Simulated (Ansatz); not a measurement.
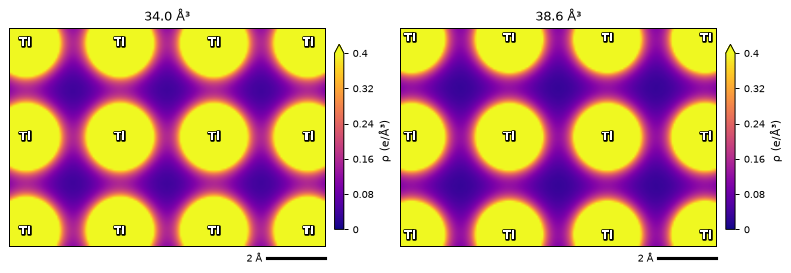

Tl. The valence charge density (pseudo) of cells scaled evenly to different volumes (given per atom above each panel), on the (010) plane of each (indices in the axes of the cell below), at one length scale and on one colour scale.

A generated structure, not necessarily the stable one; computed without spin polarisation.

These are results of Ansatz 0.2.0, DFT, BLYP, plane waves (420 eV) with PAW, scalar-relativistic, not measurements.

The density is the valence pseudo-density of a PAW calculation; it isn't the true density close to the nuclei.

The largest cell:

```
Tl
1.0
     3.38106    0.00000    0.00000
     0.00000    3.38106    0.00000
     0.00000    0.00000    3.38106
Tl
1
Direct
  0.00000 0.00000 0.00000
```

| volume (Å³/atom) | Tl–Tl contact in the plane (Å) | ρ at its midpoint (e/Å³) | pressure (GPa) | 
| --- | --- | --- | --- |
| 34.01 | 3.240 | 0.157 | 2.8 | 
| 37.10 | 3.335 | ? | ? | 
| 38.65 | 3.381 | 0.124 | 0.0 | 

**What values belong in the row with question marks?**

Over the known rows ln ρ falls by 1.67 per Å of Tl–Tl distance (the line through the two), which gives 0.134 e/Å³ at 3.335 Å; the calculation gives 0.134 e/Å³. For the pressure, a straight line in volume between the neighbouring rows gives 0.9 GPa; the calculation gives 0.8.
